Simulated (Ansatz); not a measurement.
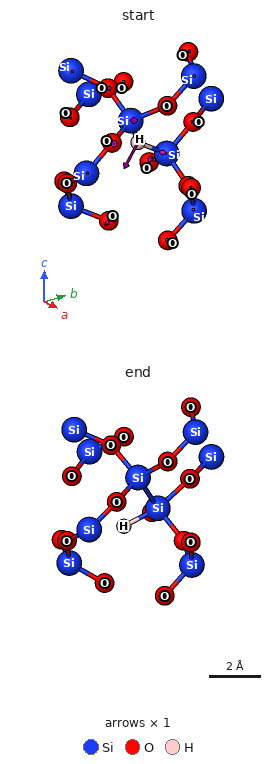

The structure of a defect cell of composition Si$_{24}$O$_{47}$H (cell charge −1) before (top) and after (bottom) a relaxation, at one scale. The purple arrows give the displacements, at their true length.

A ball-and-stick model of the atoms within 4.2 Å of the atom that moves most (axes of the cell of the calculation, reduced to other axes (origin shifted)), seen slightly off an axis. Lengths and directions refer to the drawn axes.

The calculation used DFT, PBEsol, PAW, plane waves in Ansatz 0.2.0. Set-up: plane-wave cutoff 420 eV; k-point mesh 1 × 1 × 1; mesh shifted by (0.25, 0.25, 0.25); no spin polarisation; atoms relaxed in a fixed cell; force threshold 0.03 eV/Å; at most 80 steps.

> Summarise the run.

After 25 geometry steps the energy has fallen by 3.977 eV per cell of the calculation. The largest force component goes from 4.2 to 0.021 eV/Å. The H atom moves most: 1.43 Å roughly along [−2 −1 −2]. By element the largest moves are H 1.43 Å, O 0.43 Å, Si 0.41 Å. The lattice vectors keep their values. Near-neighbour distances that change, for instance: H–Si 1.608 → 2.703 Å, Si–Si 3.091 → 2.466 Å, O–Si 1.545 → 1.722 Å, O–Si 1.636 → 1.752 Å. New bonds form: Si–Si (3.09 → 2.47 Å). Bonds break: H–Si (1.61 → 2.70 Å). Among the angles between lasting bonds that change: O–Si–H 107.7° → 165.1°, O–Si–O 111.9° → 89.6°, O–Si–H 109.0° → 87.6°.

Limits of the set-up: the cell is charged, on a uniform background, and energies carry no finite-size correction.
